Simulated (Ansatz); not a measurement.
# Run report: Ni2Ge, geometry relaxation (part 2 of 2)

The same run, continued: Ni2Ge (P6₃/mmc, 6 atoms in the cell); DFT PBEsol, scalar-relativistic, plane waves, PAW, no spin polarisation (Ansatz 0.2.0); cutoff 420 eV, 12×12×8 k-mesh, Gaussian smearing of 0.1 eV. The structure derives from a Materials Project entry.

Geometry of the input (Å; fractional positions):
```
3.9798  0.0000  0.0000
-1.9899  3.4466  0.0000
0.0000  0.0000  5.0239
Ni 0.6667  0.3333  0.2500
Ni 0.3333  0.6667  0.7500
Ni 0.0000  0.0000  0.0000
Ni 0.0000  0.0000  0.5000
Ge 0.6667  0.3333  0.7500
Ge 0.3333  0.6667  0.2500
```

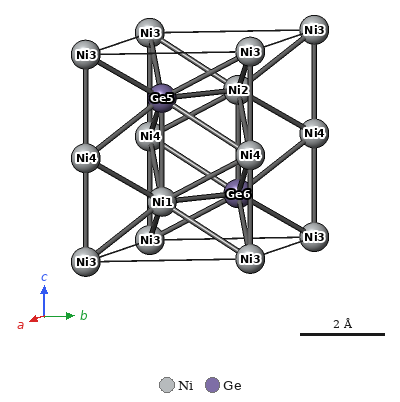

The geometry at step 2 of the log (ball-and-stick view of the cell of the calculation, seen slightly off an axis; atoms are numbered from 1 in the order of the input).

### The program's output, continued
```
relax step   3: F+E_penalty+E_count = -31728.89690280 eV  Δ(F+E_penalty+E_count) = -2.635e-4 eV  max|allowed force component| = 1.419e-16 eV/Å  Δτ_max = 0.0000 Å  P = +0.005 GPa  Ω = 68.506 Å³  energy of the carried Pulay correction = +1.518e-4 eV  (6 SCF iters, dr2 threshold 5.66e-7 eV, accepted)
Initial wavefunctions: pseudopotential atomic-orbital guess (no wavefunctions were taken with the density)
iter 1 solved again at ethr=7.79e-8 eV; its pass at ethr=3.10e-3 eV (dr2=7.79e-5 eV) is discarded
SCF iter   1: F=—  HF=-31728.896777 eV  |F-HF|=—  |Δ(HF+E_count)|=         —  Δρ=8.73e-6  dr2=7.29e-9  ethr=7.79e-8  ⟨swp⟩=3.0  Hψ=34245  notcnv=0
eigensolver tolerance schedule: the retry pair's looser diagonalisation over-reported the residual by 10689.03 of it (diagonalisation noise at 0.37 of the residual, at the tolerance the schedule requests for it); recorded, not acted on — ethr = c·dr2/N_el stays at c = 1.0e-1
preconditioner: auto → Kerker (q_TF=auto, 2.906 Å⁻¹)  [metal: Δε(μ)=0.020 eV  Ē_g=14.511 eV  σ=0.100 eV  W_gap=0.11  n_scr=22 (ndim 8)  ℏωp=37.0 eV  f_vac=0.000  D(μ)=3.89/eV (n_scr^D=40)]
SCF iter   2: F=—  HF=-31728.896747 eV  |F-HF|=—  |Δ(HF+E_count)|=   3.03e-5  Δρ=5.61e-6  dr2=9.31e-9  ethr=7.29e-12  ⟨swp⟩=3.1  Hψ=12516  notcnv=0
SCF iter   3: F=—  HF=-31728.896747 eV  |F-HF|=—  |Δ(HF+E_count)|=  9.46e-11  Δρ=2.43e-6  dr2=1.81e-9  ethr=7.29e-12  ⟨swp⟩=1.0  Hψ=5722  notcnv=0
SCF iter   4: F=—  HF=-31728.896747 eV  |F-HF|=—  |Δ(HF+E_count)|=  3.35e-10  Δρ=6.52e-7  dr2=1.93e-10  ethr=1.81e-12  ⟨swp⟩=2.0  Hψ=8612  notcnv=0
iter 5 did not close the SCF: its close was put off for the readings that it lacked (scf_convergence_deferred on its scf_iter line)
SCF iter   5: F=-31728.896747 eV  HF=-31728.896747 eV  |F-HF|=1.82e-11  |Δ(HF+E_count)|=  2.91e-11  Δρ=1.07e-7  dr2=9.00e-12  ethr=1.00e-12  ⟨swp⟩=2.0  Hψ=6650  notcnv=0
SCF iter   6: F=-31728.896747 eV  HF=-31728.896747 eV  |F-HF|=7.28e-12  |Δ(HF+E_count)|=  7.28e-12  Δρ=1.01e-7  dr2=5.30e-12  ethr=1.00e-12  ⟨swp⟩=4.4  Hψ=26428  notcnv=0
SCF 4 converged in 6 iterations: F = -31728.896747 eV  dr2 = 5.30e-12
relax step   4: F+E_penalty+E_count = -31728.89674716 eV  Δ(F+E_penalty+E_count) = +1.556e-4 eV  max|allowed force component| = 1.681e-16 eV/Å  Δτ_max = 0.0000 Å  P = +0.007 GPa  Ω = 68.506 Å³  stress off target by 1.86e-2 GPa  SCF on the basis re-selected at this cell (its energy is not comparable with the rows above)  (6 SCF iters)
basis re-selected at this cell: Δ(F+E_penalty+E_count) = +1.556e-4 eV, ΔP = +0.002 GPa vs the last step (what re-selecting the basis moved, of the pressure what is left beyond the Pulay correction that the steps carried, after the strain that the cell walked since its last selection, with what the two solves' SCF thresholds leave and, on support functions, any second-order correction that the steps lacked; it is no measure of the basis error at this ecutwfc). This SCF's stress stands 1.86e-2 GPa from its target on what of the cell is left free (relax.cell.stress_tol is 5.00e-2 GPa) and its largest allowed force component is 1.68e-16 eV/Å (relax.f_tol is 5.00e-3 eV/Å): within both
SCF converged after 6 iterations
Free energy (F): -31728.896747 eV
Harris-Foulkes:  -31728.896747 eV  (|F-HF|=7.28e-12)
Internal energy: -31728.877312 eV  (E = F + TS)
E sigma→0 (E₀):  -31728.887029 eV
Entropy (-TS):   -0.019436 eV (-3.239 meV/atom)
Fermi energy:    18.243269 eV
--- Per-component energies (eV) ---
  E_band       = -1177.202756
  E_kinetic    = 1371.167625
  E_local      = -17743.237687  (includes V_loc(G=0)·N_el)
  E_nonlocal   = 3406.547396
  E_hartree    = 7558.439268
  E_xc         = -492.187568
  E_vxc        = -572.732454  (∫ρ·V_xc dr)
  E_paw        = -10357.493076  (= ΣΔE_a)
  E_vpaw       = -2755.828149  (= ΣTr[D̂ρ^β])
  E_aug_tail   = 0.002143  (compensation charges beyond the density's cutoff)
  E_ewald      = -15474.740440
  E_core_change = 2.625028  (= ΣΔE_core)
  E_smearing   = -0.019436  (= −TS)
  E_closure    = -0.000000  (closes the sum)
  Σ components = -31728.896747   (vs F -31728.896747, Δ=0.00e0)
--- Forces (eV/Å), atoms counted from 1 ---
  atom   1  Ni    -0.00000000     0.00000000     0.00000000
  atom   2  Ni    -0.00000000    -0.00000000     0.00000000
  atom   3  Ni    -0.00000000     0.00000000    -0.00000000
  atom   4  Ni    -0.00000000     0.00000000     0.00000000
  atom   5  Ge     0.00000000     0.00000000     0.00000000
  atom   6  Ge    -0.00000000    -0.00000000     0.00000000
  max |Σ_I F_I| component: 2.78e-17 eV/Å
--- Stress (GPa, compression-positive) ---
        0.001135       0.000000       0.000000
        0.000000       0.001135       0.000000
        0.000000       0.000000       0.018607
  P = ⅓ Tr σ = 0.0070 GPa (0.070 kbar)
--- Band table (eV; the first three rows and the last of 95) ---
  k-point 0: bands = ["-84.8474", "-84.8467", "-84.5897", "-84.5795", "-45.4648", "-45.4648", "-45.4627", "-45.4627", "-45.3351", "-45.3320", "-45.2318", "-45.1348", "-45.1348", "-45.1279", "-45.1279", "-45.1198", "-6.5977", "-6.5881", "-6.5669", "-6.5669", "-6.5331", "-6.5331", "-6.5313", "-6.5313", "-6.5311", "-6.5311", "5.1440", "9.2623", "11.8468", "13.3246", "13.3246", "14.4406", "14.4406", "14.6716", "14.8432", "14.8432", "15.2209", "15.2209", "16.3214", "16.3214", "16.5093", "16.9792", "16.9792", "17.0079", "17.0079", "17.1444", "17.6491", "17.6491", "18.3873", "20.3886", "20.9729", "20.9729", "21.1263", "21.1263", "21.4057", "22.5979", "22.7391", "22.7391", "26.8729", "26.8729"]
  k-point 1: bands = ["-84.8474", "-84.8468", "-84.5894", "-84.5799", "-45.4647", "-45.4647", "-45.4628", "-45.4628", "-45.3351", "-45.3322", "-45.2275", "-45.1346", "-45.1346", "-45.1282", "-45.1282", "-45.1240", "-6.5968", "-6.5879", "-6.5662", "-6.5662", "-6.5376", "-6.5376", "-6.5305", "-6.5305", "-6.5280", "-6.5280", "5.2363", "8.8920", "12.1747", "13.3446", "13.3446", "14.3124", "14.3124", "14.6930", "14.9406", "14.9406", "15.2193", "15.2193", "16.3799", "16.3799", "16.4531", "16.9811", "16.9811", "17.0015", "17.0015", "17.1670", "17.6067", "17.6067", "18.4976", "20.4377", "20.9894", "21.0051", "21.0051", "21.2276", "21.2276", "22.6241", "22.6241", "23.0294", "26.0301", "26.0301"]
  k-point 2: bands = ["-84.8473", "-84.8468", "-84.5882", "-84.5810", "-45.4645", "-45.4645", "-45.4630", "-45.4630", "-45.3349", "-45.3326", "-45.2153", "-45.1362", "-45.1338", "-45.1338", "-45.1290", "-45.1290", "-6.5944", "-6.5876", "-6.5639", "-6.5639", "-6.5436", "-6.5436", "-6.5290", "-6.5290", "-6.5256", "-6.5256", "5.5109", "8.1272", "12.8273", "13.4059", "13.4059", "14.0840", "14.0840", "14.7001", "15.0800", "15.0800", "15.2184", "15.2184", "16.3389", "16.5379", "16.5379", "16.9853", "16.9853", "16.9878", "16.9878", "17.0931", "17.4848", "17.4848", "18.8843", "20.4033", "20.6742", "21.1028", "21.1028", "21.5026", "21.5026", "22.3740", "22.3740", "23.6224", "24.8789", "24.8789"]
  k-point 94: bands = ["-84.8469", "-84.8469", "-84.5848", "-84.5848", "-45.4654", "-45.4654", "-45.4642", "-45.4642", "-45.3357", "-45.3357", "-45.1745", "-45.1745", "-45.1335", "-45.1335", "-45.1276", "-45.1276", "-6.5856", "-6.5856", "-6.5527", "-6.5527", "-6.5478", "-6.5478", "-6.5337", "-6.5337", "-6.5312", "-6.5312", "8.5887", "8.5887", "11.6185", "11.6185", "12.4993", "12.4993", "14.5274", "14.5274", "15.3893", "15.3893", "15.5101", "15.5101", "15.8653", "15.8653", "16.1360", "16.1360", "16.7093", "16.7093", "16.9674", "16.9674", "17.1053", "17.1053", "17.1479", "17.1479", "18.0196", "18.0196", "23.6045", "23.6045", "24.6261", "24.6261", "26.0963", "26.0963", "27.0744", "27.0744"]
--- Relaxed structure (3 steps of the walk, 3 accepted, 1 SCFs on fresh bases) ---
  F+E_penalty+E_count = -31728.89674716 eV   max|allowed force component| = 1.681e-16 eV/Å   (the final SCF, on the basis selected at the relaxed cell)
  cell:  # Å, volume = 68.5063 Å³
    - [3.9719628402500184, -2.881066982545854e-11, 0.0]
    - [-1.9859814201000585, 3.4398207225587134, 0.0]
    - [0.0, 0.0, 5.014059429604162]
  atoms:
    - { symbol: Ni, position: [0.6666666666666666, 0.3333333333333333, 0.24999999999999997] }
    - { symbol: Ni, position: [0.33333333333333326, 0.6666666666666665, 0.75] }
    - { symbol: Ni, position: [7.889306866513462e-36, 2.182767703505544e-35, -3.2003464569685584e-36] }
    - { symbol: Ni, position: [-5.05133379614405e-36, -2.037249856641314e-36, 0.49999999999999994] }
    - { symbol: Ge, position: [0.6666666666666666, 0.3333333333333333, 0.75] }
    - { symbol: Ge, position: [0.33333333333333326, 0.6666666666666665, 0.24999999999999997] }
```

### Trajectory as extended XYZ (Å, eV, eV/Å), 4 frames, from step=1 to step=4
```
6
Lattice="3.9798 0.0000 0.0000 -1.9899 3.4466 0.0000 0.0000 0.0000 5.0239" Properties=species:S:1:pos:R:3:forces:R:3 step=1 energy=-31728.89526 pressure_GPa=-1.18
Ni    1.9899    1.1489    1.2560    0.0000   0.0000   0.0000
Ni    0.0000    2.2977    3.7679    0.0000   0.0000   0.0000
Ni    0.0000    0.0000    0.0000    0.0000   0.0000   0.0000
Ni    0.0000    0.0000    2.5119    0.0000   0.0000   0.0000
Ge    1.9899    1.1489    3.7679    0.0000   0.0000   0.0000
Ge    0.0000    2.2977    1.2560    0.0000   0.0000   0.0000
6
Lattice="3.9750 0.0000 0.0000 -1.9875 3.4424 0.0000 0.0000 0.0000 5.0175" Properties=species:S:1:pos:R:3:forces:R:3 step=2 energy=-31728.89664 pressure_GPa=-0.44
Ni    1.9875    1.1475    1.2544    0.0000   0.0000   0.0000
Ni    0.0000    2.2950    3.7631    0.0000   0.0000   0.0000
Ni    0.0000    0.0000    0.0000    0.0000   0.0000   0.0000
Ni    0.0000    0.0000    2.5087    0.0000   0.0000   0.0000
Ge    1.9875    1.1475    3.7631    0.0000   0.0000   0.0000
Ge    0.0000    2.2950    1.2544    0.0000   0.0000   0.0000
6
Lattice="3.9720 0.0000 0.0000 -1.9860 3.4398 0.0000 0.0000 0.0000 5.0141" Properties=species:S:1:pos:R:3:forces:R:3 step=3 energy=-31728.89690 pressure_GPa=0.00
Ni    1.9860    1.1466    1.2535    0.0000   0.0000   0.0000
Ni    0.0000    2.2932    3.7605    0.0000   0.0000   0.0000
Ni    0.0000    0.0000    0.0000    0.0000   0.0000   0.0000
Ni    0.0000    0.0000    2.5070    0.0000   0.0000   0.0000
Ge    1.9860    1.1466    3.7605    0.0000   0.0000   0.0000
Ge    0.0000    2.2932    1.2535    0.0000   0.0000   0.0000
6
Lattice="3.9720 0.0000 0.0000 -1.9860 3.4398 0.0000 0.0000 0.0000 5.0141" Properties=species:S:1:pos:R:3:forces:R:3 step=4 energy=-31728.89675 pressure_GPa=0.01
Ni    1.9860    1.1466    1.2535    0.0000   0.0000   0.0000
Ni    0.0000    2.2932    3.7605    0.0000   0.0000   0.0000
Ni    0.0000    0.0000    0.0000    0.0000   0.0000   0.0000
Ni    0.0000    0.0000    2.5070    0.0000   0.0000   0.0000
Ge    1.9860    1.1466    3.7605    0.0000   0.0000   0.0000
Ge    0.0000    2.2932    1.2535    0.0000   0.0000   0.0000
```

### Key numbers

- outcome: converged
- space group (tolerance 0.01 Å): P6₃/mmc (194)
- electrons treated: 100
- free energy: −31728.8967 eV
- Fermi energy: 18.243 eV
- gap on the k-point mesh: none (metallic)
- pressure: 0.01 GPa
- final volume: 68.51 Å³
- largest force (length of the vector) at the end: under 0.001 eV/Å
- final cell: a = 3.972 Å, b = 3.972 Å, c = 5.014 Å, α = 90.00°, β = 90.00°, γ = 120.00°
- hardware: 1 thread of Intel Xeon @ 2.70GHz, 189 GiB of memory available, shared host
- wall time: 94 s
- peak memory: 0.61 GiB

### Notes

The run has no spin polarisation, so a magnetic state may lie lower.
